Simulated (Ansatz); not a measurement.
Geometry relaxation of ZnS

- system: ZnS (P6₃mc, 12 atoms in the cell)
- method: DFT PBE, scalar-relativistic, plane waves, PAW, no spin polarisation (Ansatz 0.2.0)

The structure derives from an entry of the Crystallography Open Database. It belongs to a series of runs on one base structure; here: volume × 0.94, shape and atoms relaxed.

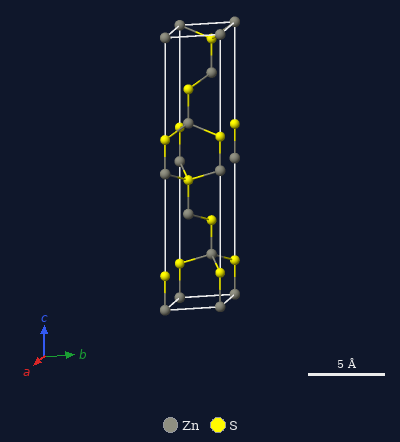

Fig. 1: The starting structure (ball-and-stick view of the cell of the calculation, seen slightly off an axis). An atom can appear more than once, as a periodic image. Near neighbours in the periodic cell (some may lie outside the picture): Zn has 4 S at 2.31 Å; S has 4 Zn at 2.31 Å.

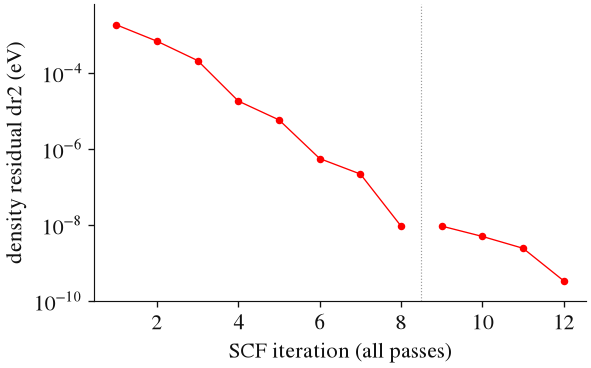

Fig. 2: Convergence of the self-consistent field: density residual dr2 against the SCF iteration. The dotted lines part the SCF passes of the relaxation: geometry steps, rejected trials and re-solves on a re-selected basis. The passes take 8 and 4 iterations.

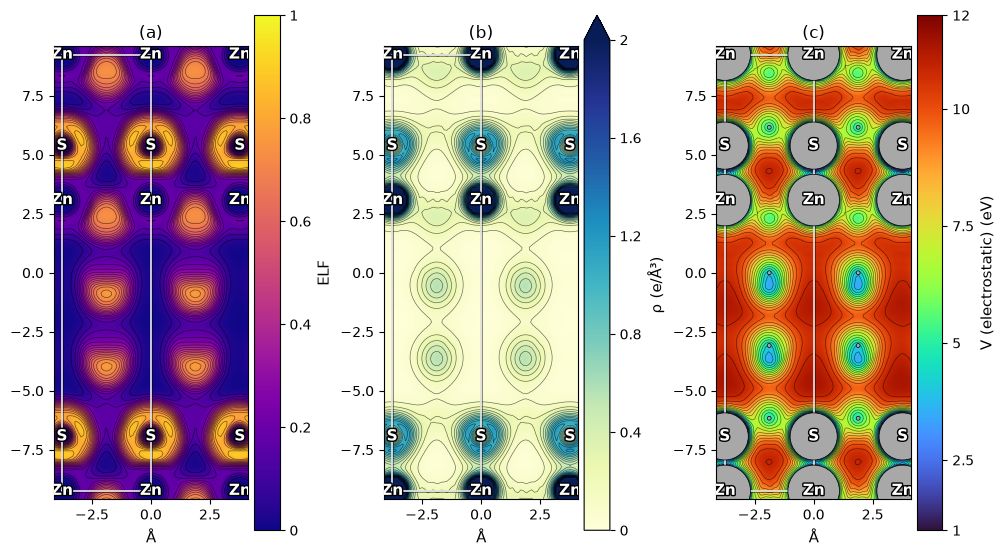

Fig. 3: (a) electron localisation function; (b) valence charge density (pseudo); (c) electrostatic potential (local pseudopotential plus Hartree) felt by an electron on the (010) plane of the conventional cell. Grey discs, where drawn, cover atomic cores. Zn–S (2.31 Å): the density is about 0.53 e/Å³ at the midpoint; the ELF is about 0.55 at the midpoint. Away from the nuclei the density in this plane falls to 0.006 e/Å³ at its lowest. Outside the cores the potential energy rises away from the atoms and is highest about 2.3 Å from the nearest atoms; outside the discs it spans about 10 eV, and its zero is arbitrary. In a PAW calculation such maps are meaningful between the atoms, not at the nuclei.

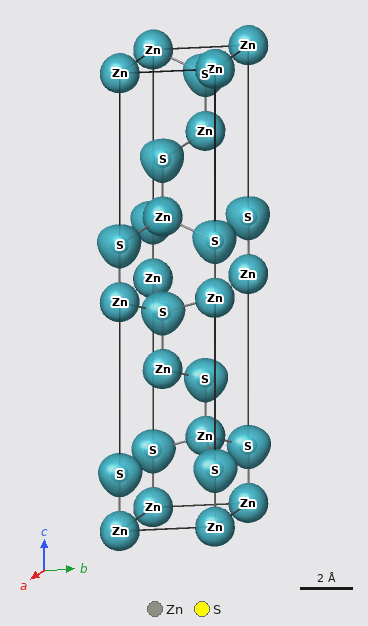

Fig. 4: Isosurface of the valence pseudo-density at 0.8 e/Å³ (cyan), seen slightly off an axis. Sticks mark near contacts. The outline is the cell set on symmetry axes. At this value the density breaks into separate islands; it holds about 60 % of the electrons treated as valence. It is pinched off along the Zn–S (2.31 Å) contacts. On the grid the lowest density along these lines, outside the cores, is 0.5 e/Å³ (Zn–S, 2.31 Å).

The input that produced these results follows, with the program's output.

**Input file**
```yaml
crystal:
  lattice:
    - [3.7684920347, 0.0, 0.0]
    - [-1.8842460174, 3.263609836, 0.0]
    - [0.0, 0.0, 18.4878715799]
  atoms:
    - { symbol: Zn, position: [0.0, 0.0, 2.97395e-05] }
    - { symbol: Zn, position: [0.0, 0.0, 0.5000297395] }
    - { symbol: Zn, position: [0.3333333333, 0.6666666667, 0.1667881137] }
    - { symbol: Zn, position: [0.6666666667, 0.3333333333, 0.6667881137] }
    - { symbol: Zn, position: [0.6666666667, 0.3333333333, 0.3332709664] }
    - { symbol: Zn, position: [0.3333333333, 0.6666666667, 0.8332709664] }
    - { symbol: S, position: [0.0, 0.0, 0.1251143272] }
    - { symbol: S, position: [0.0, 0.0, 0.6251143272] }
    - { symbol: S, position: [0.3333333333, 0.6666666667, 0.2916430245] }
    - { symbol: S, position: [0.6666666667, 0.3333333333, 0.7916430245] }
    - { symbol: S, position: [0.6666666667, 0.3333333333, 0.4581538287] }
    - { symbol: S, position: [0.3333333333, 0.6666666667, 0.9581538287] }
basis:
  ecutwfc: 420
kpoints:
  mp_grid: { grid: [12, 12, 2] }
hamiltonian:
  xc: pbe
scf:
  occupations: { method: gaussian, width: 0.02 }
output:
  forces: true
  stress: true
  eigenvalues: true
  write_density: true
  write_potential: true
  elf: true
  volumetric_format: npy
relax:
  adjacent_minimum: "off"
  f_tol: 0.01
  max_steps: 30
  cell: { stress_tol: 0.1, fix: [volume] }
```

Run as:
```bash
ansatz run input.yaml --threads 2 --pin off --max-ram 5120MiB --backend cpu --events-out ev --progress --plain --runs-dir out
```

**Log**
```
Engine: ansatz 0.2.0, x86_64-unknown-linux-gnu
Pseudopotentials: kind: paw
Pseudopotential: Zn, paw, valence charge 12, recommended cutoff 420 eV (normal), Zn.paw.azcp
Pseudopotential: S, paw, valence charge 6, recommended cutoff 420 eV (normal), S.paw.azcp
Functional definition: PBE
  parameter kappa = 0.804
  parameter beta = 0.06672455060314922
  exchange = pbe_x(kappa = kappa, mu = beta*pi^2/3)
  correlation = pbe_c(beta = beta)
Crystal: 12 atoms, lattice volume = 227.380 Å³
Basis set: ecut = 420 eV, 4465 PW (Γ), exchange–correlation on 54×54×250 points (8 copies of the dense FFT grid, shifted against one another)
Bands: 66, of which v1, the nominal top of the filled ones, is band 54 counted from 1 (53 counted from 0)
Symmetry: 12 space group operations
Space group: P63mc (ITA 186), of the structure as read, at distance tolerance 6.1e-5 Å
k-points: 38 of 288
Non-local potential: Zn, projectors of the file, l = 0: 2, l = 1: 2, l = 2: 3, l = 3: 1
Non-local potential: S, projectors of the file, l = 0: 2, l = 1: 2, l = 2: 2
PAW form: soft (Blöchl's): semilocal exchange-correlation on the pseudo side does not see the compensation charge
PAW one-centre angular grid: Zn, 590 points (default); XC on 64 Gauss nodes
PAW one-centre angular grid: S, 110 points (default); XC on 64 Gauss nodes
Initial density: superposition of atomic densities (neutral atoms: chi_scale 0, normalization atom), corrected by the library's trained network
Initial wavefunctions: pseudopotential atomic-orbital guess
Functional: x = pbe(κ = 0.804, μ = 0.2195149727645171), c = pbe(β = 0.06672455060314922)
SCF iter   1: F=—  HF=-25336.181206 eV  |F-HF|=—  |Δ(HF+E_count)|=         —  Δρ=6.48e-4  dr2=1.84e-3  ethr=1.77e-3  ⟨swp⟩=9.7  Hψ=11703  notcnv=0  defer=11
preconditioner: auto → Resta (q_TF=auto, 2.410 Å⁻¹)  ε∞=6.6  [insulator: Δε(μ)=2.305 eV  Ē_g=10.818 eV  σ=0.020 eV  W_gap=1.00  n_scr=68 (ndim 8)  ℏωp=25.6 eV  f_vac=0.025  D(μ)=0.00/eV (n_scr^D=0)  ε∞_Penn≈6.6]
SCF iter   2: F=—  HF=-25336.180985 eV  |F-HF|=—  |Δ(HF+E_count)|=   2.21e-4  Δρ=4.82e-4  dr2=6.82e-4  ethr=1.70e-6  ⟨swp⟩=2.8  Hψ=5297  notcnv=0  defer=150
SCF iter   3: F=—  HF=-25336.181262 eV  |F-HF|=—  |Δ(HF+E_count)|=   2.77e-4  Δρ=4.20e-4  dr2=2.11e-4  ethr=6.32e-7  ⟨swp⟩=2.0  Hψ=4162  notcnv=0  defer=150
SCF iter   4: F=—  HF=-25336.181123 eV  |F-HF|=—  |Δ(HF+E_count)|=   1.38e-4  Δρ=8.21e-5  dr2=1.82e-5  ethr=1.95e-7  ⟨swp⟩=2.0  Hψ=4132  notcnv=0  defer=150
SCF iter   5: F=—  HF=-25336.180939 eV  |F-HF|=—  |Δ(HF+E_count)|=   1.84e-4  Δρ=2.84e-5  dr2=5.82e-6  ethr=1.68e-8  ⟨swp⟩=2.1  Hψ=3403  notcnv=0  defer=150
SCF iter   6: F=—  HF=-25336.180939 eV  |F-HF|=—  |Δ(HF+E_count)|=   2.63e-7  Δρ=1.09e-5  dr2=5.61e-7  ethr=5.39e-9  ⟨swp⟩=2.6  Hψ=3776  notcnv=0  defer=150
SCF iter   7: F=—  HF=-25336.180939 eV  |F-HF|=—  |Δ(HF+E_count)|=   2.13e-7  Δρ=1.29e-5  dr2=2.20e-7  ethr=5.20e-10  ⟨swp⟩=2.0  Hψ=4183  notcnv=0  defer=150
SCF iter   8: F=-25336.180939 eV  HF=-25336.180939 eV  |F-HF|=1.77e-8  |Δ(HF+E_count)|=   1.16e-7  Δρ=2.28e-6  dr2=9.41e-9  ethr=9.26e-11  ⟨swp⟩=14.7  Hψ=19541  notcnv=0
SCF 1 converged in 8 iterations: F = -25336.180939 eV  dr2 = 9.41e-9
  greatest PAW one-centre occupation: 0.983 electrons in one spin orbital (limit 2), on the Zn atom at site 3 (counted from 0), in its partial waves of l = 2
relax step   1: F+E_penalty+E_count = -25336.18093924 eV  Δ(F+E_penalty+E_count) = +0.000e0 eV  max|allowed force component| = 8.403e-3 eV/Å  Δτ_max = 0.0000 Å  P = +4.976 GPa  Ω = 227.380 Å³  fix = [volume]  reactions: volume +4.976 GPa  (8 SCF iters, dr2 threshold 1.00e-7 eV, accepted)
Initial density: handed on by an earlier stage of this run
Initial wavefunctions: pseudopotential atomic-orbital guess (no wavefunctions were taken with the density)
iter 1 solved again at ethr=1.55e-7 eV; its pass at ethr=3.10e-3 eV (dr2=1.68e-4 eV) is discarded
SCF iter   1: F=—  HF=-25336.181121 eV  |F-HF|=—  |Δ(HF+E_count)|=         —  Δρ=2.25e-6  dr2=9.42e-9  ethr=1.55e-7  ⟨swp⟩=3.8  Hψ=18472  notcnv=0
eigensolver tolerance schedule: the retry pair's looser diagonalisation over-reported the residual by 17805.19 of it (diagonalisation noise at 8.24 of the residual, at the tolerance the schedule requests for it); recorded, not acted on — ethr = c·dr2/N_el stays at c = 1.0e-1
preconditioner: auto → Resta (q_TF=auto, 2.410 Å⁻¹)  ε∞=6.6  [insulator: Δε(μ)=2.311 eV  Ē_g=10.816 eV  σ=0.020 eV  W_gap=1.00  n_scr=68 (ndim 8)  ℏωp=25.6 eV  f_vac=0.025  D(μ)=0.00/eV (n_scr^D=0)  ε∞_Penn≈6.6]
SCF iter   2: F=—  HF=-25336.180939 eV  |F-HF|=—  |Δ(HF+E_count)|=   1.82e-4  Δρ=1.60e-6  dr2=5.04e-9  ethr=8.72e-12  ⟨swp⟩=3.2  Hψ=6346  notcnv=0
SCF iter   3: F=—  HF=-25336.180939 eV  |F-HF|=—  |Δ(HF+E_count)|=   9.20e-9  Δρ=1.28e-6  dr2=2.46e-9  ethr=4.67e-12  ⟨swp⟩=2.0  Hψ=4458  notcnv=0
SCF iter   4: F=-25336.180939 eV  HF=-25336.180939 eV  |F-HF|=2.36e-10  |Δ(HF+E_count)|=  2.84e-10  Δρ=3.67e-7  dr2=3.43e-10  ethr=1.00e-12  ⟨swp⟩=5.8  Hψ=14032  notcnv=0
SCF 2 converged in 4 iterations: F = -25336.180939 eV  dr2 = 3.43e-10
relax step   2: F+E_penalty+E_count = -25336.18093924 eV  Δ(F+E_penalty+E_count) = -3.038e-9 eV  max|allowed force component| = 8.404e-3 eV/Å  Δτ_max = 0.0000 Å  P = +4.976 GPa  Ω = 227.380 Å³  fix = [volume]  reactions: volume +4.976 GPa  stress off target by 2.41e-2 GPa on what of the cell is left free  SCF on the basis re-selected at this cell (its energy is not comparable with the rows above)  (4 SCF iters)
basis re-selected at this cell: Δ(F+E_penalty+E_count) = -3.038e-9 eV, ΔP = +0.000 GPa vs the last step (what re-selecting the basis moved, of the pressure what is left beyond the Pulay correction that the steps carried, after the strain that the cell walked since its last selection, with what the two solves' SCF thresholds leave and, on support functions, any second-order correction that the steps lacked; it is no measure of the basis error at this ecutwfc). This SCF's stress stands 2.41e-2 GPa from its target on what of the cell is left free (relax.cell.stress_tol is 1.00e-1 GPa) and its largest allowed force component is 8.40e-3 eV/Å (relax.f_tol is 1.00e-2 eV/Å): within both
SCF converged after 4 iterations
Free energy (F): -25336.180939 eV
Harris-Foulkes:  -25336.180939 eV  (|F-HF|=2.36e-10)
Internal energy: -25336.180939 eV  (E = F + TS)
E sigma→0 (E₀):  -25336.180939 eV
Fermi energy:    7.484276 eV
--- Per-component energies (eV) ---
  E_band       = 73.070078
  E_kinetic    = 1436.836430
  E_local      = -12092.969511  (includes V_loc(G=0)·N_el)
  E_nonlocal   = 3854.319702
  E_hartree    = 5062.880359
  E_xc         = -1410.245344
  E_vxc        = -842.457284  (∫ρ·V_xc dr)
  E_paw        = -14568.154469  (= ΣΔE_a)
  E_vpaw       = -2408.417205  (= ΣTr[D̂ρ^β])
  E_aug_tail   = -0.002243  (compensation charges beyond the density's cutoff)
  E_ewald      = -7618.845864
  E_smearing   = -0.000000  (= −TS)
  E_closure    = -0.000000  (closes the sum)
  Σ components = -25336.180939   (vs F -25336.180939, Δ=0.00e0)
--- Forces (eV/Å), atoms counted from 1 ---
  atom   1  Zn     0.00000000     0.00000000     0.00140335
  atom   2  Zn    -0.00000000    -0.00000000     0.00140335
  atom   3  Zn    -0.00000000    -0.00000000     0.00840425
  atom   4  Zn     0.00000000     0.00000000     0.00840425
  atom   5  Zn    -0.00000000    -0.00000000     0.00264083
  atom   6  Zn     0.00000000     0.00000000     0.00264083
  atom   7  S      0.00000000     0.00000000    -0.00272231
  atom   8  S     -0.00000000    -0.00000000    -0.00272231
  atom   9  S      0.00000000     0.00000000    -0.00277455
  atom  10  S     -0.00000000    -0.00000000    -0.00277455
  atom  11  S      0.00000000     0.00000000    -0.00694907
  atom  12  S     -0.00000000    -0.00000000    -0.00694907
  max |Σ_I F_I| component: 5.00e-6 eV/Å
--- Stress (GPa, compression-positive) ---
        4.963827      -0.000000       0.000000
        0.000000       4.963827       0.000000
        0.000000       0.000000       4.999905
  P = ⅓ Tr σ = 4.9759 GPa (49.759 kbar)
--- Band table (eV; the first three rows and the last of 38) ---
  k-point 0: bands = ["-7.1134", "-6.8987", "-6.8919", "-6.4022", "-6.3933", "-6.1075", "-0.1875", "-0.1759", "-0.1718", "-0.1718", "-0.1713", "-0.1511", "-0.1511", "-0.1285", "-0.1285", "-0.0879", "-0.0879", "-0.0770", "-0.0770", "-0.0580", "-0.0580", "-0.0442", "-0.0326", "0.3550", "0.3550", "0.3582", "0.3582", "0.3723", "0.3723", "0.3789", "0.3789", "0.4008", "0.4008", "0.4118", "0.4118", "0.5743", "0.7659", "2.2876", "2.3018", "4.5723", "4.5935", "5.3945", "5.3945", "5.6020", "5.6020", "5.6081", "5.6081", "6.0621", "6.0621", "6.0729", "6.0729", "6.3004", "6.3289", "6.3289", "8.6396", "9.6200", "9.7014", "9.7387", "9.8348", "9.9049", "12.6228", "12.6228", "12.6329", "12.7005", "12.7162", "12.8595"]
  k-point 1: bands = ["-7.0566", "-7.0566", "-6.6582", "-6.6582", "-6.1886", "-6.1886", "-0.1805", "-0.1805", "-0.1643", "-0.1643", "-0.1643", "-0.1643", "-0.1466", "-0.1466", "-0.1089", "-0.1089", "-0.1089", "-0.1089", "-0.0640", "-0.0640", "-0.0640", "-0.0640", "0.2084", "0.2084", "0.3569", "0.3569", "0.3569", "0.3569", "0.3745", "0.3745", "0.3745", "0.3745", "0.4071", "0.4071", "0.4071", "0.4071", "1.3729", "1.3729", "3.3948", "3.3948", "5.4499", "5.4499", "5.4499", "5.4499", "5.7071", "5.7071", "5.8281", "5.8281", "5.8281", "5.8281", "6.2563", "6.2563", "6.2563", "6.2563", "9.1148", "9.1148", "9.6680", "9.6680", "9.9596", "9.9596", "12.6230", "12.6230", "12.7130", "12.7130", "12.7130", "12.7130"]
  k-point 2: bands = ["-7.0630", "-6.8520", "-6.8452", "-6.3660", "-6.3571", "-6.0789", "-0.1938", "-0.1867", "-0.1746", "-0.1657", "-0.1613", "-0.1396", "-0.1298", "-0.1192", "-0.1170", "-0.0940", "-0.0855", "-0.0740", "-0.0630", "-0.0567", "-0.0427", "-0.0292", "-0.0152", "0.3444", "0.3482", "0.3532", "0.3595", "0.3602", "0.3698", "0.3776", "0.3836", "0.3879", "0.4035", "0.4072", "0.4141", "0.6108", "0.8387", "2.3142", "2.3278", "4.4856", "4.5074", "5.0024", "5.2428", "5.2535", "5.2712", "5.4940", "5.4973", "5.7625", "5.7862", "5.9035", "5.9840", "5.9930", "6.2375", "6.2668", "9.0648", "9.9747", "10.0261", "10.0996", "10.1349", "10.2709", "12.2306", "12.2627", "12.4803", "12.7579", "12.8286", "12.8838"]
  k-point 37: bands = ["-5.8619", "-5.8619", "-5.8528", "-5.8528", "-5.8426", "-5.8426", "-0.0948", "-0.0948", "-0.0629", "-0.0629", "-0.0093", "-0.0093", "0.0527", "0.0527", "0.0760", "0.0760", "0.1078", "0.1078", "0.2567", "0.2567", "0.3042", "0.3042", "0.3056", "0.3056", "0.3438", "0.3438", "0.3707", "0.3707", "0.3815", "0.3815", "0.6430", "0.6430", "0.6878", "0.6878", "0.7084", "0.7084", "1.4261", "1.4261", "1.4878", "1.4878", "1.6743", "1.6743", "2.7695", "2.7695", "3.1473", "3.1473", "3.4988", "3.4988", "4.3165", "4.3165", "4.5231", "4.5231", "4.6773", "4.6773", "10.9674", "10.9674", "11.0761", "11.0761", "11.2245", "11.2245", "12.5062", "12.5062", "12.8157", "12.8157", "13.2298", "13.2298"]
--- Relaxed structure (1 steps of the walk, 1 accepted, 1 SCFs on fresh bases) ---
  F+E_penalty+E_count = -25336.18093924 eV   max|allowed force component| = 8.404e-3 eV/Å   (the final SCF, on the basis selected at the relaxed cell)
  cell:  # Å, volume = 227.3803 Å³
    - [3.7684920346945106, 2.8867616665375373e-11, 0.0]
    - [-1.8842460173722553, 3.2636098359903203, 0.0]
    - [0.0, 0.0, 18.4878715799]
  atoms:
    - { symbol: Zn, position: [0.0, 0.0, 2.97395e-5] }
    - { symbol: Zn, position: [0.0, 0.0, 0.5000297395000001] }
    - { symbol: Zn, position: [0.3333333333333333, 0.6666666666666665, 0.1667881137] }
    - { symbol: Zn, position: [0.6666666666666666, 0.33333333333333326, 0.6667881137000001] }
    - { symbol: Zn, position: [0.6666666666666666, 0.33333333333333326, 0.3332709664] }
    - { symbol: Zn, position: [0.3333333333333333, 0.6666666666666665, 0.8332709664000001] }
    - { symbol: S, position: [0.0, 0.0, 0.12511432720000001] }
    - { symbol: S, position: [0.0, 0.0, 0.6251143272] }
    - { symbol: S, position: [0.3333333333333333, 0.6666666666666665, 0.2916430245] }
    - { symbol: S, position: [0.6666666666666666, 0.33333333333333326, 0.7916430245000001] }
    - { symbol: S, position: [0.6666666666666666, 0.33333333333333326, 0.45815382870000004] }
    - { symbol: S, position: [0.3333333333333333, 0.6666666666666665, 0.9581538287000001] }
```

**Trajectory as extended XYZ (Å, eV, eV/Å), 2 frames, from step=1 to step=2**
```
12
Lattice="3.7685 0.0000 0.0000 -1.8842 3.2636 0.0000 0.0000 0.0000 18.4879" Properties=species:S:1:pos:R:3:forces:R:3 step=1 energy=-25336.18094 pressure_GPa=4.98
Zn    0.0000    0.0000    0.0006    0.0000   0.0000   0.0014
Zn    0.0000    0.0000    9.2445    0.0000   0.0000   0.0014
Zn    0.0000    2.1757    3.0836    0.0000   0.0000   0.0084
Zn    1.8842    1.0879   12.3275    0.0000   0.0000   0.0084
Zn    1.8842    1.0879    6.1615    0.0000   0.0000   0.0027
Zn    0.0000    2.1757   15.4054    0.0000   0.0000   0.0027
S     0.0000    0.0000    2.3131    0.0000   0.0000  -0.0027
S     0.0000    0.0000   11.5570    0.0000   0.0000  -0.0027
S     0.0000    2.1757    5.3919    0.0000   0.0000  -0.0028
S     1.8842    1.0879   14.6358    0.0000   0.0000  -0.0028
S     1.8842    1.0879    8.4703    0.0000   0.0000  -0.0069
S     0.0000    2.1757   17.7142    0.0000   0.0000  -0.0069
12
Lattice="3.7685 0.0000 0.0000 -1.8842 3.2636 0.0000 0.0000 0.0000 18.4879" Properties=species:S:1:pos:R:3:forces:R:3 step=2 energy=-25336.18094 pressure_GPa=4.98
Zn    0.0000    0.0000    0.0006    0.0000   0.0000   0.0014
Zn    0.0000    0.0000    9.2445    0.0000   0.0000   0.0014
Zn    0.0000    2.1757    3.0836    0.0000   0.0000   0.0084
Zn    1.8842    1.0879   12.3275    0.0000   0.0000   0.0084
Zn    1.8842    1.0879    6.1615    0.0000   0.0000   0.0026
Zn    0.0000    2.1757   15.4054    0.0000   0.0000   0.0026
S     0.0000    0.0000    2.3131    0.0000   0.0000  -0.0027
S     0.0000    0.0000   11.5570    0.0000   0.0000  -0.0027
S     0.0000    2.1757    5.3919    0.0000   0.0000  -0.0028
S     1.8842    1.0879   14.6358    0.0000   0.0000  -0.0028
S     1.8842    1.0879    8.4703    0.0000   0.0000  -0.0069
S     0.0000    2.1757   17.7142    0.0000   0.0000  -0.0069
```

**Summary**

```tsv
quantity	value
outcome	converged
space group (tolerance 0.01 Å)	P6₃mc (186)
electrons treated	108
free energy	−25336.1809 eV
Fermi energy	7.484 eV
gap on the k-point mesh	2.31 eV
pressure	4.98 GPa
final volume	227.38 Å³
largest force (length of the vector) at the end	0.008 eV/Å
final cell	a = 3.768 Å, b = 3.768 Å, c = 18.488 Å, α = 90.00°, β = 90.00°, γ = 120.00°
hardware	2 threads of Intel Xeon @ 2.50GHz (Skylake/Cascade Lake), 189 GiB of memory available, shared host
wall time	1.7 min (CPU time 3.3 min)
peak memory	0.78 GiB
```
